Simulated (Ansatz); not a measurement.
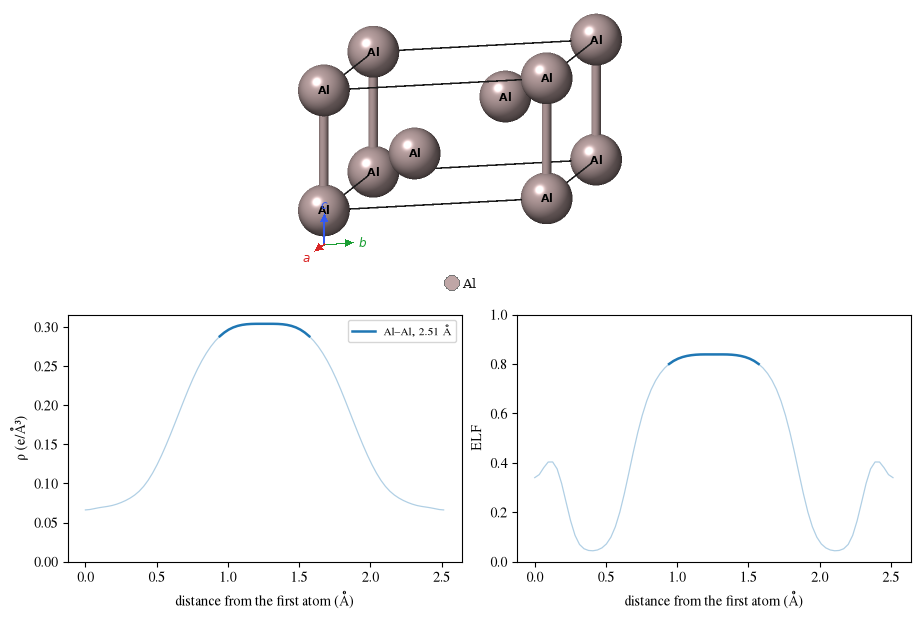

Figure 1: Al. Valence pseudo-density and electron localisation function along straight lines between neighbouring atoms. Thin, pale parts lie inside the atomic spheres. The structure is drawn too.

Space group R-3m; a structure from a database of computed crystals, not necessarily the ambient phase; computed pressure about 3 GPa in this cell; computed without spin polarisation.

Computed with DFT PBE, scalar-relativistic, plane waves, PAW in Ansatz.

In a PAW calculation such maps are meaningful between the atoms, not at the nuclei.

```
Al
1.0
     3.41510    0.00000   -3.41510
    -3.41510    3.41510    0.00000
     1.45142    1.45142    1.45142
Al
3
Direct
  0.00000 0.00000 0.00000
  0.66667 0.33333 0.33333
  0.33333 0.66667 0.66667
```

**What can be read from the curves?**

Al–Al (2.51 Å): ρ at the midpoint is about 0.3 e/Å³; the ELF peaks at about 0.85 between the atoms.
